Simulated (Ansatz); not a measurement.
**W$_{12}$HS$_{24}$: one change and its effect**

System: W$_{12}$HS$_{24}$ (defect cell, 37 atoms in the cell, total charge +1).
Method of run A: DFT PBE, scalar-relativistic, plane waves, PAW, spin-polarised (Ansatz 0.2.0).

The structure derives from a Materials Project entry. Text and figures count atoms from 1; the logs count them from 0 in places.

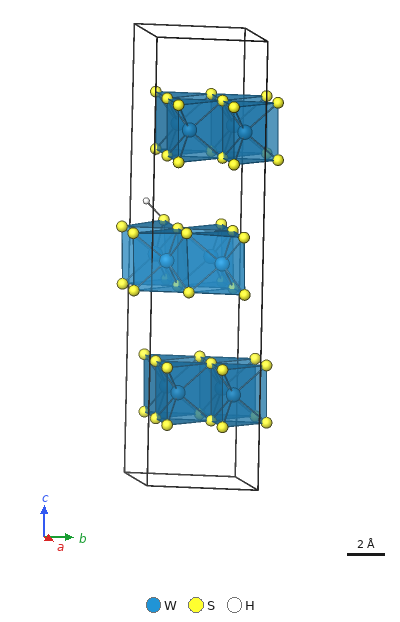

Figure 1. The structure (polyhedral view of the cell of the calculation, with the vacuum cut short, seen slightly off an axis; polyhedra are completed across the faces of the cell). An atom can appear more than once, as a periodic image.

## The input, run A
```yaml
crystal:
  lattice:
    - [-3.182954, -5.513038, 0.0]
    - [3.182954, -5.513038, 0.0]
    - [-1.591477, -2.756519, 28.532218]
  atoms:
    - { symbol: W, position: [0.8373258259, 0.6663522459, 0.6590399993], spin: 0.15 }
    - { symbol: W, position: [0.3365960023, 0.6665530515, 0.6603312608] }
    - { symbol: W, position: [0.8385489367, 0.1654113, 0.6609675792] }
    - { symbol: W, position: [0.33504664, 0.1653561278, 0.6610247017] }
    - { symbol: W, position: [0.8778779329, 0.3363015967, 0.9176324239] }
    - { symbol: W, position: [0.3779062385, 0.3363771959, 0.9176335759] }
    - { symbol: W, position: [0.8780461761, 0.836183293, 0.9175973494] }
    - { symbol: W, position: [0.3779811471, 0.8361326522, 0.9175989434] }
    - { symbol: W, position: [0.6383464328, 0.3345908165, 0.400505677] }
    - { symbol: W, position: [0.1383363122, 0.3345902696, 0.4005125407] }
    - { symbol: W, position: [0.6383430087, 0.8345848905, 0.4005153957] }
    - { symbol: W, position: [0.1383382815, 0.8345895046, 0.4005147472] }
    - { symbol: S, position: [0.6837659773, 0.6696154944, 0.9726414065] }
    - { symbol: S, position: [0.1837626418, 0.669604471, 0.9726447318] }
    - { symbol: S, position: [0.6837728397, 0.1695369753, 0.972632725] }
    - { symbol: S, position: [0.1838143186, 0.1695414275, 0.9726240049] }
    - { symbol: S, position: [0.9441671824, 0.6679131948, 0.4555395323] }
    - { symbol: S, position: [0.4441758424, 0.6679054103, 0.4555327235] }
    - { symbol: S, position: [0.9441547328, 0.167933206, 0.4555301849] }
    - { symbol: S, position: [0.4441697374, 0.1679316415, 0.4555294696] }
    - { symbol: S, position: [0.9861822593, 0.3084417546, 0.7192091606], spin: 0.2 }
    - { symbol: S, position: [0.4754174129, 0.3338090095, 0.7155889515] }
    - { symbol: S, position: [0.9762792675, 0.8294220333, 0.7151946111] }
    - { symbol: S, position: [0.4793766147, 0.8292342211, 0.7152051598], spin: 0.2 }
    - { symbol: S, position: [0.7388437469, 0.6695283758, 0.8625722931] }
    - { symbol: S, position: [0.238785306, 0.6696299568, 0.8625523092] }
    - { symbol: S, position: [0.7389180699, 0.1695217082, 0.8626051775] }
    - { symbol: S, position: [0.2387480213, 0.1695000604, 0.8626108413], spin: 0.2 }
    - { symbol: S, position: [0.9991759809, 0.6679246998, 0.345501233] }
    - { symbol: S, position: [0.4991713142, 0.6679373755, 0.3454989381] }
    - { symbol: S, position: [0.9991928717, 0.1679114196, 0.3454963519] }
    - { symbol: S, position: [0.4991765483, 0.1679109755, 0.3454983602] }
    - { symbol: S, position: [0.5309261553, 0.3322683261, 0.6057538687] }
    - { symbol: S, position: [0.0315084502, 0.3314579755, 0.6055738383] }
    - { symbol: S, position: [0.5299568747, 0.8354322403, 0.6051028335] }
    - { symbol: S, position: [0.0295887181, 0.8354136292, 0.6051076271] }
    - { symbol: H, position: [0.0565230687, 0.1310749242, 0.7565308996], spin: 0.05 }
magnetization:
  spin_polarized: true
total_charge: 1
basis:
  ecutwfc: 420
  fft_grid_basis: typed
kpoints:
  mp_grid: { grid: [2, 2, 2] }
hamiltonian:
  xc: pbe
  pseudopotentials: { kind: paw }
scf:
  occupations: { method: gaussian, width: 0.05 }
output:
  forces: true
  stress: false
  eigenvalues: true
  bader: true
  write_density: true
  volumetric_format: npy
  populations: true
```

Launched with:
```bash
ansatz run input.yaml --threads 4 --pin off --max-ram 10240MiB --backend cpu --events-out ev --progress --plain --runs-dir out
```

Hardware: 4 threads of Arm Neoverse V1, 24 GiB of memory available, shared host.

## Output, shortened to warnings, some set-up lines, iterations and results (run A)
```
WARN: the starting moments were not kept: the SCF closed with an absolute magnetisation of 2.9e-4 μB, where they sum to 0.8 μB in size (5 sites). That is at most 0.1 of that sum. Measured as dr2_m measures the in/out step, that magnetisation stands 2.0e-9 eV from none, at or under the dr2_threshold of 1.0e-7 eV: it is no larger than a step whose dr2_m would equal this threshold. The system may …
Basis set: ecut = 420 eV, 19635 PW (Γ), exchange–correlation on 90×90×384 points (8 copies of the dense FFT grid, shifted against one another)
Symmetry: 1 space group operations
k-points: 8
[...]
SCF iter   1: F=—  HF=-146322.361945 eV  |F-HF|=—  |Δ(HF+E_count)|=         —  Δρ=1.81e-2 (↑1.80e-2 ↓1.81e-2)  dr2=3.39e1  dr2_m=1.95e-2  M=0.392 μB ∫|m|=0.430 μB  β_m=0.30  …
SCF iter   2: F=—  HF=-146318.873613 eV  |F-HF|=—  |Δ(HF+E_count)|=    3.49e0  Δρ=1.26e-2 (↑1.25e-2 ↓1.26e-2)  dr2=1.07e1  dr2_m=1.13e-2  M=0.223 μB ∫|m|=0.278 μB  β_m=0.45  …
SCF iter   3: F=—  HF=-146317.182014 eV  |F-HF|=—  |Δ(HF+E_count)|=    1.69e0  Δρ=6.47e-3 (↑6.42e-3 ↓6.47e-3)  dr2=3.63e0  dr2_m=8.15e-3  M=0.000 μB ∫|m|=0.076 μB  β_m=0.47  …
SCF iter   4: F=—  HF=-146317.241179 eV  |F-HF|=—  |Δ(HF+E_count)|=   5.92e-2  Δρ=3.53e-3 (↑3.50e-3 ↓3.53e-3)  dr2=1.27e0  dr2_m=2.34e-3  M=0.023 μB ∫|m|=0.064 μB  β_m=0.48  …
SCF iter   5: F=—  HF=-146317.261126 eV  |F-HF|=—  |Δ(HF+E_count)|=   1.99e-2  Δρ=1.80e-3 (↑1.78e-3 ↓1.80e-3)  dr2=3.63e-1  dr2_m=9.89e-4  M=0.001 μB ∫|m|=0.039 μB  β_m=0.53  …
[... 9 lines ...]
SCF iter  15: F=—  HF=-146317.287981 eV  |F-HF|=—  |Δ(HF+E_count)|=   2.07e-9  Δρ=2.40e-6 (↑2.40e-6 ↓2.21e-6)  dr2=1.79e-7  dr2_m=1.91e-8  M=0.000 μB ∫|m|=0.001 μB  β_m=0.40  …
SCF iter  16: F=—  HF=-146317.287981 eV  |F-HF|=—  |Δ(HF+E_count)|=   5.49e-8  Δρ=1.24e-6 (↑1.24e-6 ↓1.15e-6)  dr2=5.83e-8  dr2_m=4.60e-9  M=0.000 μB ∫|m|=0.000 μB  β_m=0.46  …
SCF iter  17: F=—  HF=-146317.287981 eV  |F-HF|=—  |Δ(HF+E_count)|=   1.78e-8  Δρ=6.95e-7 (↑6.95e-7 ↓6.53e-7)  dr2=2.06e-8  dr2_m=1.22e-9  M=-0.000 μB ∫|m|=0.000 μB  β_m=0.47 …
SCF iter  18: F=-146317.287981 eV  HF=-146317.287981 eV  |F-HF|=6.78e-9  |Δ(HF+E_count)|=   6.23e-9  Δρ=4.10e-7 (↑4.10e-7 ↓3.91e-7)  dr2=9.87e-9  dr2_m=3.03e-10  M=-0.000 μB …
SCF 1 converged in 18 iterations: F = -146317.287981 eV  dr2 = 9.87e-9
WARN: the starting moments were not kept: the SCF closed with an absolute magnetisation of 2.9e-4 μB, where they sum to 0.8 μB in size (5 sites). That is at most 0.1 of that sum. Measured as dr2_m measures the in/out step, that magnetisation stands 2.0e-9 eV from none, at or under the dr2_threshold …
SCF converged after 18 iterations
Magnetization: -0.0000 μB (156.0000 up, 156.0000 down)
Absolute magnetization: 0.0003 μB (∫|ρ↑−ρ↓|, with the PAW one-centre terms)
Spin contamination: 0.0000 ħ² per cell (⟨S²⟩ above its minimum at these occupations)
[...]
```

For run B the input was changed thus:
```diff
-total_charge: 1
```

How does run B compare with run A?

The total energies belong to different systems, so their difference says nothing on which is more stable or more accurate. The net moment of the cell goes from 0.00 to 0.50 μB. The largest force goes from 0.601 to 0.044 eV/Å. A charged cell is computed with a uniform neutralising background, so its energy and pressure depend on the cell and aren't those of a real crystal. The SCF takes 14 iterations against 18.

## Output, shortened to warnings, some set-up lines, iterations and results (run B)
```
Basis set: ecut = 420 eV, 19635 PW (Γ), exchange–correlation on 90×90×384 points (8 copies of the dense FFT grid, shifted against one another)
Symmetry: 1 space group operations
k-points: 8
[...]
SCF iter   1: F=—  HF=-146315.064469 eV  |F-HF|=—  |Δ(HF+E_count)|=         —  Δρ=1.88e-2 (↑1.87e-2 ↓1.88e-2)  dr2=1.65e1  dr2_m=2.00e-2  M=0.404 μB ∫|m|=0.432 μB  β_m=0.30  …
SCF iter   2: F=—  HF=-146312.716198 eV  |F-HF|=—  |Δ(HF+E_count)|=    2.35e0  Δρ=1.23e-2 (↑1.21e-2 ↓1.23e-2)  dr2=6.89e0  dr2_m=1.18e-2  M=0.456 μB ∫|m|=0.488 μB  β_m=0.51  …
SCF iter   3: F=—  HF=-146311.942939 eV  |F-HF|=—  |Δ(HF+E_count)|=   7.73e-1  Δρ=4.28e-3 (↑4.25e-3 ↓4.28e-3)  dr2=7.66e-1  dr2_m=2.52e-3  M=0.496 μB ∫|m|=0.540 μB  β_m=0.58  …
SCF iter   4: F=—  HF=-146311.996564 eV  |F-HF|=—  |Δ(HF+E_count)|=   5.36e-2  Δρ=1.25e-3 (↑1.24e-3 ↓1.25e-3)  dr2=1.05e-1  dr2_m=2.23e-4  M=0.499 μB ∫|m|=0.560 μB  β_m=0.72  …
SCF iter   5: F=—  HF=-146312.000086 eV  |F-HF|=—  |Δ(HF+E_count)|=   3.52e-3  Δρ=5.40e-4 (↑5.40e-4 ↓5.26e-4)  dr2=4.36e-2  dr2_m=1.34e-5  M=0.500 μB ∫|m|=0.568 μB  β_m=0.69  …
[... 5 lines ...]
SCF iter  11: F=—  HF=-146312.002125 eV  |F-HF|=—  |Δ(HF+E_count)|=   9.56e-8  Δρ=4.30e-6 (↑4.30e-6 ↓4.19e-6)  dr2=1.72e-6  dr2_m=2.00e-9  M=0.500 μB ∫|m|=0.570 μB  β_m=0.72  …
SCF iter  12: F=—  HF=-146312.002126 eV  |F-HF|=—  |Δ(HF+E_count)|=   2.83e-7  Δρ=2.08e-6 (↑2.08e-6 ↓2.07e-6)  dr2=3.88e-7  dr2_m=4.20e-10  M=0.500 μB ∫|m|=0.570 μB  β_m=0.75 …
SCF iter  13: F=—  HF=-146312.002126 eV  |F-HF|=—  |Δ(HF+E_count)|=   1.16e-7  Δρ=1.60e-6 (↑1.59e-6 ↓1.60e-6)  dr2=2.92e-7  dr2_m=8.21e-11  M=0.500 μB ∫|m|=0.570 μB  β_m=0.65 …
SCF iter  14: F=-146312.002126 eV  HF=-146312.002126 eV  |F-HF|=1.79e-8  |Δ(HF+E_count)|=   1.83e-8  Δρ=5.90e-7 (↑5.90e-7 ↓5.79e-7)  dr2=3.19e-8  dr2_m=2.08e-11  M=0.500 μB …
SCF 1 converged in 14 iterations: F = -146312.002126 eV  dr2 = 3.19e-8
SCF converged after 14 iterations
Magnetization: 0.4997 μB (156.7498 up, 156.2502 down)
Absolute magnetization: 0.5716 μB (∫|ρ↑−ρ↓|, with the PAW one-centre terms)
Spin contamination: 0.0024 ħ² per cell (⟨S²⟩ above its minimum at these occupations)
Per-site moments (μB) at R_I (Å): [(0.14555338393615352, 0.9879304296698765), (0.000994920033530338, 0.995048737466752), (0.014977170668844485, 0.995602707427835), (0.015153294685918948, 0.9954877024439706), (0.0012059021112807112, 0.9968590342259989), (0.0016117699162988039, 0.9967258620520655), …
Free energy (F): -146312.002126 eV
Harris-Foulkes:  -146312.002126 eV  (|F-HF|=1.79e-8)
Internal energy: -146312.002084 eV  (E = F + TS)
E sigma→0 (E₀):  -146312.002105 eV
Entropy (-TS):   -0.000041 eV (-0.001 meV/atom)
Fermi energy:    6.250552 eV
--- Per-component energies (eV) ---
  E_band       = -4106.605664
  E_kinetic    = 7997.481299
  E_local      = -109143.335009  (includes V_loc(G=0)·N_el)
  E_nonlocal   = 689.490893
  E_hartree    = 51478.093948
  E_xc         = -5549.671699
  E_vxc        = -4984.934431  (∫ρ·V_xc dr)
  E_paw        = -117157.695245  (= ΣΔE_a)
  E_vpaw       = -1621.487434  (= ΣTr[D̂ρ^β])
  E_aug_tail   = -0.001837  (compensation charges beyond the density's cutoff)
  E_ewald      = 25373.635565
  E_smearing   = -0.000041  (= −TS)
[...]
```

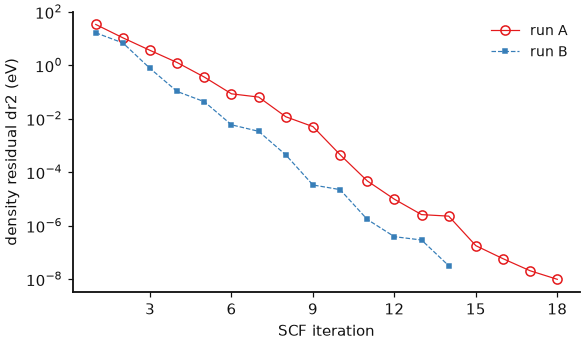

Figure 2. Convergence of the two runs: density residual dr2 against the SCF iteration. Run A takes 18 iterations in all, and run B takes 14.

## The two runs side by side

```csv
quantity,run A,run B
outcome,converged,converged
free energy per atom (eV),−3954.5213,−3954.3784
"energy per atom, smearing taken to zero (eV)",−3954.5211,−3954.3784
gap on the mesh (eV),0.00,0.00
net moment of the cell (μB),0.00,0.50
absolute moment of the cell (μB),0.00,0.57
largest force (eV/Å),0.601,0.044
SCF iterations,18,14
irreducible k-points,8,8
plane waves at Γ,19635,19635
wall time (shared host),4.4 min,4 min
```

For both runs: Spin–orbit coupling is left out, which matters for W. The k-point mesh is coarse for a cell of this size, so the results may not be converged. For run A: Warnings: some starting moments were not kept. The cell is charged and computed with a neutralising background, so its energy and pressure depend on the cell and aren't those of a real crystal.
